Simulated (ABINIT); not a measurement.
Phonons q calculation of PbS (part 2 of 3)

PbS (Fm-3m, 2 atoms in the cell); Kohn-Sham DFT of a periodic cell, PBEsol, PseudoDojo NC SR PBEsol v0.4.1 standard, no spin polarisation (ABINIT 10.8.3); cutoff 761.92 eV, 4×4×4 k-mesh, fermi-dirac of 0.05 eV. The structure derives from an entry of the Crystallography Open Database.

Geometry of the input (Å; fractional positions):
```
0.0000  2.9510  2.9510
2.9510  0.0000  2.9510
2.9510  2.9510  0.0000
Pb 0.0000  0.0000  0.0000
S  0.5000  0.5000  0.5000
```

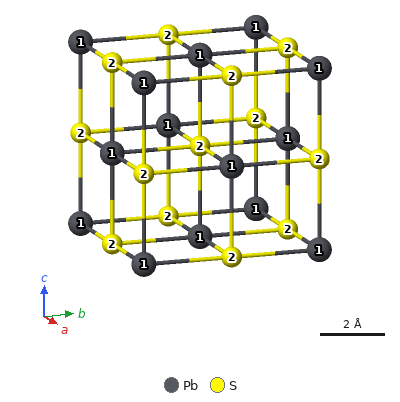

Figure 1. The input geometry (ball-and-stick view of the cell 4 times as large as that of the calculation, set on its symmetry axes, seen slightly off an axis; atoms are numbered from 1 in the order of the input).

**Output, continued**
```
 The list of irreducible perturbations for this q vector is:
    1)    idir= 1    ipert=   1
    2)    idir= 1    ipert=   2

================================================================================

 The perturbation idir=   2  ipert=   1 is
 symmetric of a previously calculated perturbation.
 So, its SCF calculation is not needed.

 The perturbation idir=   3  ipert=   1 is
 symmetric of a previously calculated perturbation.
 So, its SCF calculation is not needed.

 The perturbation idir=   2  ipert=   2 is
 symmetric of a previously calculated perturbation.
 So, its SCF calculation is not needed.

 The perturbation idir=   3  ipert=   2 is
 symmetric of a previously calculated perturbation.
 So, its SCF calculation is not needed.

--------------------------------------------------------------------------------
 Perturbation wavevector (in red.coord.)   0.500000  0.500000  0.500000
 Perturbation : displacement of atom   1   along direction   1
 Found     2 symmetries that leave the perturbation invariant.
 symkpt : the number of k-points, thanks to the symmetries,
 is reduced to   144 .

--------------------------------------------------------------------------------

--------------------------------------------------------------------------------

 dfpt_looppert : total number of electrons, from k and k+q
  fully or partially occupied states are    2.000000E+01 and    2.000000E+01.
 Initialisation of the first-order wave-functions :
  ireadwf=   0

--- !BeginCycle
iteration_state: {dtset: 2, }
solver: {iscf: 7, nstep: 80, nline: 4, wfoptalg: 0, }
tolerances: {tolvrs: 1.00E-10, }
...

     iter   2DEtotal(Ha)        deltaE(Ha) residm    vres2
-ETOT  1   9.0066979386449     -1.202E+04 1.801E+01 2.790E+04
 ETOT  2   4.4906070624586     -4.516E+00 2.250E+00 1.865E+03
 ETOT  3   4.2098706540257     -2.807E-01 9.573E-02 8.592E+02
 ETOT  4   4.1299726656091     -7.990E-02 1.862E-01 2.432E+01
 ETOT  5   4.1283351485583     -1.638E-03 7.416E-02 1.552E+00
 ETOT  6   4.1282270303620     -1.081E-04 2.237E-01 5.997E-02
 ETOT  7   4.1282055761114     -2.145E-05 1.428E-01 2.126E-03
 ETOT  8   4.1282053353482     -2.408E-07 4.201E-01 8.078E-05
 ETOT  9   4.1282053280468     -7.301E-09 2.668E-01 9.566E-06
 ETOT 10   4.1282053258421     -2.205E-09 7.889E-01 9.823E-08
 ETOT 11   4.1282053258931      5.093E-11 3.949E-01 8.484E-10
 ETOT 12   4.1282053258167     -7.640E-11 6.036E-02 2.772E-10
 ETOT 13   4.1282053258622      4.547E-11 1.762E-02 7.928E-12

 At SCF step   13       vres2   =  7.93E-12 < tolvrs=  1.00E-10 =>converged.
================================================================================

 ----iterations are completed or convergence reached----

 Mean square residual over all n,k,spin=   13.653E-06; max=  17.617E-03

 2DEtotal=    0.4128205326E+01 Ha. Also 2DEtotal=    0.112334189625E+03 eV
    (2DErelax=   -1.2020480711E+04 Ha. 2DEnonrelax=    1.2024608917E+04 Ha)
    (  non-var. 2DEtotal :    4.1282059900E+00 Ha)

--------------------------------------------------------------------------------
 Perturbation wavevector (in red.coord.)   0.500000  0.500000  0.500000
 Perturbation : displacement of atom   2   along direction   1
 Found     2 symmetries that leave the perturbation invariant.
 symkpt : the number of k-points, thanks to the symmetries,
 is reduced to   144 .

--------------------------------------------------------------------------------

--------------------------------------------------------------------------------

 dfpt_looppert : total number of electrons, from k and k+q
  fully or partially occupied states are    2.000000E+01 and    2.000000E+01.
 Initialisation of the first-order wave-functions :
  ireadwf=   0

--- !BeginCycle
iteration_state: {dtset: 2, }
solver: {iscf: 7, nstep: 80, nline: 4, wfoptalg: 0, }
tolerances: {tolvrs: 1.00E-10, }
...

     iter   2DEtotal(Ha)        deltaE(Ha) residm    vres2
-ETOT  1   5.9212894201861     -4.762E+02 4.362E+00 2.140E+04
 ETOT  2   3.7897515792375     -2.132E+00 1.306E+00 3.653E+02
 ETOT  3   3.7585264402181     -3.123E-02 2.128E+00 8.794E+01
 ETOT  4   3.7507635381674     -7.763E-03 4.909E+00 1.092E+00
 ETOT  5   3.7505924606134     -1.711E-04 4.757E+00 3.147E-02
 ETOT  6   3.7505891203070     -3.340E-06 3.165E-01 5.197E-04
 ETOT  7   3.7505890412575     -7.905E-08 1.487E-01 3.197E-05
 ETOT  8   3.7505890335196     -7.738E-09 2.337E-01 3.969E-06
 ETOT  9   3.7505890330646     -4.549E-10 1.139E-01 1.157E-06
 ETOT 10   3.7505890328952     -1.694E-10 1.739E-01 8.794E-09
 ETOT 11   3.7505890328913     -3.922E-12 8.839E-02 7.512E-10
 ETOT 12   3.7505890328889     -2.387E-12 1.303E-01 5.943E-11

 At SCF step   12       vres2   =  5.94E-11 < tolvrs=  1.00E-10 =>converged.
================================================================================

 ----iterations are completed or convergence reached----

 Mean square residual over all n,k,spin=   11.153E-05; max=  13.026E-02

 2DEtotal=    0.3750589033E+01 Ha. Also 2DEtotal=    0.102058726824E+03 eV
    (2DErelax=   -4.7838159086E+02 Ha. 2DEnonrelax=    4.8213217989E+02 Ha)
    (  non-var. 2DEtotal :    3.7505890620E+00 Ha)

================================================================================

 ---- first-order wavefunction calculations are completed ----

 ==> Compute Derivative Database <==

  Dynamical matrix, in cartesian coordinates,
   if specified in the inputs, asr has been imposed
     j1       j2             matrix element
  dir pert dir pert     real part    imaginary part

   1    1   1    1         0.0451308475         0.0000000000
   1    1   2    1         0.0212438621        -0.0000000000
   1    1   3    1         0.0212438621        -0.0000000000

   2    1   1    1         0.0212438621        -0.0000000000
   2    1   2    1         0.0451308475         0.0000000000
   2    1   3    1         0.0212438621        -0.0000000000

   3    1   1    1         0.0212438621        -0.0000000000
   3    1   2    1         0.0212438621        -0.0000000000
   3    1   3    1         0.0451308475         0.0000000000

   1    2   1    2         0.0545991902        -0.0000000000
   1    2   2    2         0.0057040651         0.0000000000
   1    2   3    2         0.0057040651         0.0000000000

   2    2   1    2         0.0057040651         0.0000000000
   2    2   2    2         0.0545991902        -0.0000000000
   2    2   3    2         0.0057040651         0.0000000000

   3    2   1    2         0.0057040651         0.0000000000
   3    2   2    2         0.0057040651         0.0000000000
   3    2   3    2         0.0545991902        -0.0000000000

  Phonon wavevector (reduced coordinates) :  0.50000  0.50000  0.50000
 Phonon energies in Hartree :
   2.514813E-04  2.514813E-04  4.816407E-04  9.145982E-04  9.145982E-04
   1.062658E-03
 Phonon frequencies in cm-1    :
   5.519377E+01  5.519377E+01  1.057079E+02  2.007311E+02  2.007311E+02
   2.332265E+02

================================================================================
== DATASET  3 ==================================================================

--- !DatasetInfo
iteration_state: {dtset: 3, }
dimensions: {natom: 2, nkpt: 256, mband: 18, nsppol: 1, nspinor: 1, nspden: 1, mpw: 2475, }
cutoff_energies: {ecut:  28.0, pawecutdg:  -1.0, }
electrons: {nelect:   2.00000000E+01, charge:   0.00000000E+00, occopt:   3.00000000E+00, tsmear:   1.83747000E-03, }
meta: {optdriver: 1, rfphon: 1, }
...

 mkfilename : getwfk/=0, take file _WFK from output of DATASET   1.

 Real(R)+Recip(G) space primitive vectors, cartesian coordinates (Bohr,Bohr^-1):
 R(1)=  0.0000000  5.5765341  5.5765341  G(1)= -0.0896614  0.0896614  0.0896614
 R(2)=  5.5765341  0.0000000  5.5765341  G(2)=  0.0896614 -0.0896614  0.0896614
 R(3)=  5.5765341  5.5765341  0.0000000  G(3)=  0.0896614  0.0896614 -0.0896614
 Unit cell volume ucvol=  3.4683514E+02 bohr^3
 Angles (23,13,12)=  6.00000000E+01  6.00000000E+01  6.00000000E+01 degrees
 setup1 : take into account q-point for computing boxcut.

 getcut: wavevector=  0.5000  0.2500  0.7500  ngfft=  40  40  40
         ecut(hartree)=     28.000   => boxcut(ratio)=   2.04962
--------------------------------------------------------------------------------

 ==>  initialize data related to q vector <==

 The list of irreducible perturbations for this q vector is:
    1)    idir= 1    ipert=   1
    2)    idir= 2    ipert=   1
    3)    idir= 1    ipert=   2
    4)    idir= 2    ipert=   2

================================================================================

 The perturbation idir=   3  ipert=   1 is
 symmetric of a previously calculated perturbation.
 So, its SCF calculation is not needed.

 The perturbation idir=   3  ipert=   2 is
 symmetric of a previously calculated perturbation.
 So, its SCF calculation is not needed.

--------------------------------------------------------------------------------
 Perturbation wavevector (in red.coord.)   0.500000  0.250000  0.750000
 Perturbation : displacement of atom   1   along direction   1
 The set of symmetries contains only one element for this perturbation.
 symkpt : not enough symmetry to change the number of k points.

--------------------------------------------------------------------------------

--------------------------------------------------------------------------------

 dfpt_looppert : total number of electrons, from k and k+q
  fully or partially occupied states are    2.000000E+01 and    2.000000E+01.
 Initialisation of the first-order wave-functions :
  ireadwf=   0

--- !BeginCycle
iteration_state: {dtset: 3, }
solver: {iscf: 7, nstep: 80, nline: 4, wfoptalg: 0, }
tolerances: {tolvrs: 1.00E-10, }
...

     iter   2DEtotal(Ha)        deltaE(Ha) residm    vres2
-ETOT  1   4.1132480282752     -1.192E+04 1.787E+01 1.161E+03
 ETOT  2   1.6697647229078     -2.443E+00 6.490E-01 2.479E+02
 ETOT  3   1.6100334687828     -5.973E-02 3.838E-02 3.193E+00
 ETOT  4   1.6090888889933     -9.446E-04 1.800E-02 1.095E+00
 ETOT  5   1.6088075041400     -2.814E-04 4.044E-03 4.062E-03
 ETOT  6   1.6088066223067     -8.818E-07 3.337E-03 5.068E-04
 ETOT  7   1.6088065113902     -1.109E-07 8.651E-04 1.496E-05
 ETOT  8   1.6088065086799     -2.710E-09 7.759E-04 8.426E-07
 ETOT  9   1.6088065086890      9.095E-12 1.992E-04 5.510E-08
 ETOT 10   1.6088065086581     -3.092E-11 1.819E-04 4.420E-09
 ETOT 11   1.6088065086581      0.000E+00 4.709E-05 4.308E-10
 ETOT 12   1.6088065086617      3.638E-12 4.348E-05 4.107E-12

 At SCF step   12       vres2   =  4.11E-12 < tolvrs=  1.00E-10 =>converged.
================================================================================

 ----iterations are completed or convergence reached----

 Mean square residual over all n,k,spin=   56.409E-09; max=  43.484E-06

 2DEtotal=    0.1608806509E+01 Ha. Also 2DEtotal=    0.437778553022E+02 eV
    (2DErelax=   -1.1923633879E+04 Ha. 2DEnonrelax=    1.1925242686E+04 Ha)
    (  non-var. 2DEtotal :    1.6088072407E+00 Ha)

--------------------------------------------------------------------------------
 Perturbation wavevector (in red.coord.)   0.500000  0.250000  0.750000
 Perturbation : displacement of atom   1   along direction   2
 The set of symmetries contains only one element for this perturbation.
 symkpt : not enough symmetry to change the number of k points.

--------------------------------------------------------------------------------

--------------------------------------------------------------------------------

 dfpt_looppert : total number of electrons, from k and k+q
  fully or partially occupied states are    2.000000E+01 and    2.000000E+01.
 Initialisation of the first-order wave-functions :
  ireadwf=   0

--- !BeginCycle
iteration_state: {dtset: 3, }
solver: {iscf: 7, nstep: 80, nline: 4, wfoptalg: 0, }
tolerances: {tolvrs: 1.00E-10, }
...

     iter   2DEtotal(Ha)        deltaE(Ha) residm    vres2
-ETOT  1   5.0631832244857     -1.188E+04 1.790E+01 4.525E+03
 ETOT  2   2.2322148582192     -2.831E+00 9.757E-01 4.744E+02
 ETOT  3   2.1218485426747     -1.104E-01 3.156E-02 7.122E+01
 ETOT  4   2.1110681604863     -1.078E-02 2.198E-02 1.230E+00
 ETOT  5   2.1109617179685     -1.064E-04 4.987E-03 1.456E-01
 ETOT  6   2.1109450671159     -1.665E-05 2.875E-03 9.020E-03
 ETOT  7   2.1109434405447     -1.627E-06 1.177E-03 3.670E-04
 ETOT  8   2.1109433404530     -1.001E-07 6.759E-04 5.019E-06
 ETOT  9   2.1109433387813     -1.672E-09 2.732E-04 2.538E-07
 ETOT 10   2.1109433387668     -1.455E-11 1.614E-04 1.059E-07
 ETOT 11   2.1109433387923      2.547E-11 6.561E-05 1.786E-09
 ETOT 12   2.1109433386904     -1.019E-10 3.962E-05 2.946E-10
 ETOT 13   2.1109433387504      6.003E-11 1.631E-05 4.052E-11

 At SCF step   13       vres2   =  4.05E-11 < tolvrs=  1.00E-10 =>converged.
================================================================================

 ----iterations are completed or convergence reached----

 Mean square residual over all n,k,spin=   17.583E-09; max=  16.309E-06

 2DEtotal=    0.2110943339E+01 Ha. Also 2DEtotal=    0.574416945341E+02 eV
    (2DErelax=   -1.1881587206E+04 Ha. 2DEnonrelax=    1.1883698149E+04 Ha)
    (  non-var. 2DEtotal :    2.1109420160E+00 Ha)

--------------------------------------------------------------------------------
 Perturbation wavevector (in red.coord.)   0.500000  0.250000  0.750000
 Perturbation : displacement of atom   2   along direction   1
 The set of symmetries contains only one element for this perturbation.
 symkpt : not enough symmetry to change the number of k points.

--------------------------------------------------------------------------------

--------------------------------------------------------------------------------

 dfpt_looppert : total number of electrons, from k and k+q
  fully or partially occupied states are    2.000000E+01 and    2.000000E+01.
 Initialisation of the first-order wave-functions :
  ireadwf=   0

--- !BeginCycle
iteration_state: {dtset: 3, }
solver: {iscf: 7, nstep: 80, nline: 4, wfoptalg: 0, }
tolerances: {tolvrs: 1.00E-10, }
...

     iter   2DEtotal(Ha)        deltaE(Ha) residm    vres2
-ETOT  1   1.8805473127277     -4.620E+02 3.977E+00 2.119E+03
 ETOT  2   1.2790839961585     -6.015E-01 1.441E+00 1.667E+02
 ETOT  3   1.2556051656671     -2.348E-02 2.366E-01 1.122E+01
 ETOT  4   1.2516498039280     -3.955E-03 1.547E-01 6.021E+00
 ETOT  5   1.2508769524293     -7.729E-04 2.498E-02 7.433E-02
 ETOT  6   1.2508566573456     -2.030E-05 1.777E-02 1.672E-03
 ETOT  7   1.2508564007564     -2.566E-07 4.137E-03 8.374E-05
 ETOT  8   1.2508563890791     -1.168E-08 2.416E-03 4.471E-07
 ETOT  9   1.2508563890217     -5.747E-11 7.293E-04 8.089E-09
 ETOT 10   1.2508563890168     -4.832E-12 4.954E-04 1.037E-09
 ETOT 11   1.2508563890220      5.230E-12 1.348E-04 1.433E-10
 ETOT 12   1.2508563890159     -6.196E-12 1.022E-04 5.937E-13

 At SCF step   12       vres2   =  5.94E-13 < tolvrs=  1.00E-10 =>converged.
================================================================================

 ----iterations are completed or convergence reached----

 Mean square residual over all n,k,spin=   17.282E-08; max=  10.225E-05

 2DEtotal=    0.1250856389E+01 Ha. Also 2DEtotal=    0.340375363398E+02 eV
    (2DErelax=   -4.6263038307E+02 Ha. 2DEnonrelax=    4.6388123946E+02 Ha)
    (  non-var. 2DEtotal :    1.2508563395E+00 Ha)

--------------------------------------------------------------------------------
 Perturbation wavevector (in red.coord.)   0.500000  0.250000  0.750000
 Perturbation : displacement of atom   2   along direction   2
 The set of symmetries contains only one element for this perturbation.
 symkpt : not enough symmetry to change the number of k points.

--------------------------------------------------------------------------------

--------------------------------------------------------------------------------

 dfpt_looppert : total number of electrons, from k and k+q
  fully or partially occupied states are    2.000000E+01 and    2.000000E+01.
 Initialisation of the first-order wave-functions :
  ireadwf=   0

--- !BeginCycle
iteration_state: {dtset: 3, }
solver: {iscf: 7, nstep: 80, nline: 4, wfoptalg: 0, }
tolerances: {tolvrs: 1.00E-10, }
...

     iter   2DEtotal(Ha)        deltaE(Ha) residm    vres2
-ETOT  1   3.1347590974635     -4.531E+02 6.449E+00 4.368E+03
 ETOT  2   2.2581424750242     -8.766E-01 3.047E+00 1.703E+02
 ETOT  3   2.2352324955549     -2.291E-02 2.905E-01 2.387E+01
 ETOT  4   2.2307834498443     -4.449E-03 1.107E-01 4.392E+00
 ETOT  5   2.2300677827651     -7.157E-04 3.121E-02 7.913E-02
 ETOT  6   2.2300455416760     -2.224E-05 1.335E-02 9.626E-03
 ETOT  7   2.2300444264659     -1.115E-06 4.062E-03 3.351E-04
 ETOT  8   2.2300443910985     -3.537E-08 1.966E-03 6.650E-06
 ETOT  9   2.2300443901693     -9.292E-10 6.013E-04 6.782E-07
 ETOT 10   2.2300443900218     -1.476E-10 2.985E-04 6.904E-08
 ETOT 11   2.2300443900111     -1.074E-11 1.120E-04 1.837E-09
 ETOT 12   2.2300443900142      3.070E-12 5.778E-05 3.537E-11

 At SCF step   12       vres2   =  3.54E-11 < tolvrs=  1.00E-10 =>converged.
================================================================================

 ----iterations are completed or convergence reached----

 Mean square residual over all n,k,spin=   10.768E-08; max=  57.785E-06

 2DEtotal=    0.2230044390E+01 Ha. Also 2DEtotal=    0.606825992424E+02 eV
    (2DErelax=   -4.5402056590E+02 Ha. 2DEnonrelax=    4.5625061029E+02 Ha)
    (  non-var. 2DEtotal :    2.2300446550E+00 Ha)

================================================================================

 ---- first-order wavefunction calculations are completed ----

 ==> Compute Derivative Database <==

  Dynamical matrix, in cartesian coordinates,
   if specified in the inputs, asr has been imposed
     j1       j2             matrix element
  dir pert dir pert     real part    imaginary part

   1    1   1    1         0.0420139213        -0.0000000000

   2    1   2    1         0.0258669491         0.0000000005
   2    1   2    2        -0.0000000030         0.0051067107

   3    1   3    1         0.0258669491         0.0000000005
   3    1   3    2         0.0000000030        -0.0051067107

   1    2   1    2         0.0515991358        -0.0000000000

   2    2   2    1        -0.0000000030        -0.0051067027
   2    2   2    2         0.0201116971        -0.0000000000

   3    2   3    1         0.0000000030         0.0051067027
   3    2   3    2         0.0201116971        -0.0000000000

  Phonon wavevector (reduced coordinates) :  0.50000  0.25000  0.75000
 Phonon energies in Hartree :
   2.535023E-04  2.535023E-04  3.335198E-04  5.901603E-04  5.901603E-04
   9.395476E-04
 Phonon frequencies in cm-1    :
   5.563733E+01  5.563733E+01  7.319915E+01  1.295252E+02  1.295252E+02
   2.062069E+02

== END DATASET(S) ==============================================================
================================================================================

 -outvars: echo values of variables after computation  --------
            acell      7.8864102046E+00  7.8864102046E+00  7.8864102046E+00 Bohr
           etotal1    -8.1326633160E+01
           etotal2     3.7505890329E+00
           etotal3     2.2300443900E+00
            fcart1    -0.0000000000E+00 -0.0000000000E+00 -0.0000000000E+00
                      -0.0000000000E+00 -0.0000000000E+00 -0.0000000000E+00
            fcart2     0.0000000000E+00  0.0000000000E+00  0.0000000000E+00
                       0.0000000000E+00  0.0000000000E+00  0.0000000000E+00
            fcart3     0.0000000000E+00  0.0000000000E+00  0.0000000000E+00
                       0.0000000000E+00  0.0000000000E+00  0.0000000000E+00
            rprim      0.0000000000E+00  7.0710678120E-01  7.0710678120E-01
                       7.0710678120E-01  0.0000000000E+00  7.0710678120E-01
                       7.0710678120E-01  7.0710678120E-01  0.0000000000E+00
           strten1     2.6010721178E-06  2.6010721178E-06  2.6010721178E-06
                       0.0000000000E+00  0.0000000000E+00  0.0000000000E+00
           strten2     0.0000000000E+00  0.0000000000E+00  0.0000000000E+00
                       0.0000000000E+00  0.0000000000E+00  0.0000000000E+00
           strten3     0.0000000000E+00  0.0000000000E+00  0.0000000000E+00
                       0.0000000000E+00  0.0000000000E+00  0.0000000000E+00
           xangst      0.0000000000E+00  0.0000000000E+00  0.0000000000E+00
                       2.9509747781E+00  2.9509747781E+00  2.9509747781E+00
             xred      0.0000000000E+00  0.0000000000E+00  0.0000000000E+00
                       5.0000000000E-01  5.0000000000E-01  5.0000000000E-01
 Calculation completed.
```
